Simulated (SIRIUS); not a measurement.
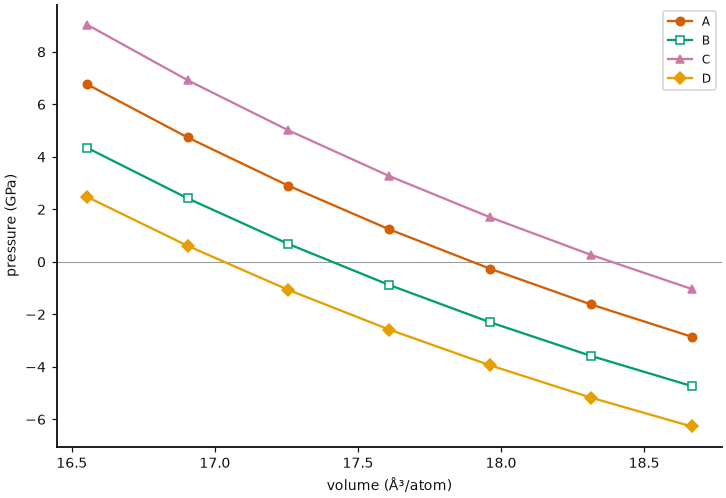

Plotted: pressure against volume, with one curve for each functional, for MgS (space group Fm-3m). The labels are replaced by letters. In alphabetical order the cases are: LDA; PBE; PBEsol; RPBE.

How it was computed, with SIRIUS 7.10.0: plane-wave DFT, no spin polarisation; energies at scaled volumes of the given cell, shape and fractions fixed, counted from the fit's minimum, third-order Birch-Murnaghan fit. All runs: no spin polarisation.

- occupations: Fermi–Dirac
- smearing width: 0.05 eV
- wave cutoff: 1152 eV
- density cutoff: 4606 eV

Which letter stands for which functional?

A: PBE; B: PBEsol; C: RPBE; D: LDA.
